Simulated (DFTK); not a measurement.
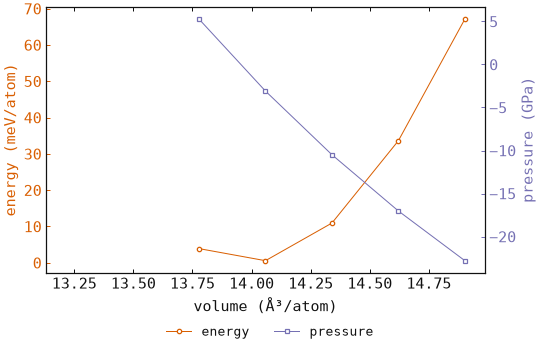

The picture above shows the energy and pressure against volume for Ir, space group Fm-3m (No. 225).

Cell as given: a = 2.709 Å, b = 2.709 Å, c = 2.709 Å, α = 60.00°, β = 60.00°, γ = 60.00°; 1 atom.

Computed with DFTK 0.8.2: plane-wave DFT, no spin polarisation; energies at scaled volumes of the given cell, shape and fractions fixed, counted from the fit's minimum, third-order Birch-Murnaghan fit. Level: LDA.

k mesh 8×8×8; occupations Fermi–Dirac; smearing width 0.05 eV; potentials cp2k.nc.sr.lda.v0_1.semicore.gth; wave cutoff 1578 eV.

The points at volume 13.22 Å³/atom and 13.50 Å³/atom are left out of the plot. What values does the calculation give there?

```
volume (Å³/atom)  energy (meV/atom)  pressure (GPa)
           13.22              59.68           25.35
           13.50              22.93           14.71
```

Note: coarse k mesh.
